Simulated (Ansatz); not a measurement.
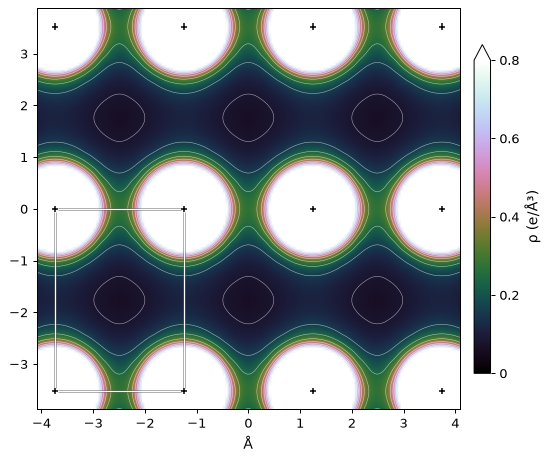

The valence pseudo-density on a plane through atoms (crosses mark nuclei in the plane).

All numbers below come from DFT, revPBE, plane waves (420 eV) with PAW, scalar-relativistic (Ansatz).

Candidates:
A. Li, a = 4.93 Å, b = 4.93 Å, c = 2.89 Å, α = 90.00°, β = 90.00°, γ = 120.00°. Space group P6/mmm; set up as Li, omega (AlB2-type); a generated structure, not necessarily the stable one; changed on purpose from its base cell (volume × 0.96); computed without spin polarisation.
B. Cu, a = 2.49 Å, b = 2.49 Å, c = 2.49 Å, α = 90.00°, β = 90.00°, γ = 90.00°. Space group Pm-3m; set up as Cu, simple cubic; a generated structure, not necessarily the stable one; changed on purpose from its base cell (volume × 1.08); computed pressure about −6 GPa in this cell; computed without spin polarisation.

Which candidate gave the map?

Candidate B: Cu on the (110) plane of the conventional cell, which holds Cu. Cu–Cu (2.49 Å): ρ is about 0.27 e/Å³ halfway.
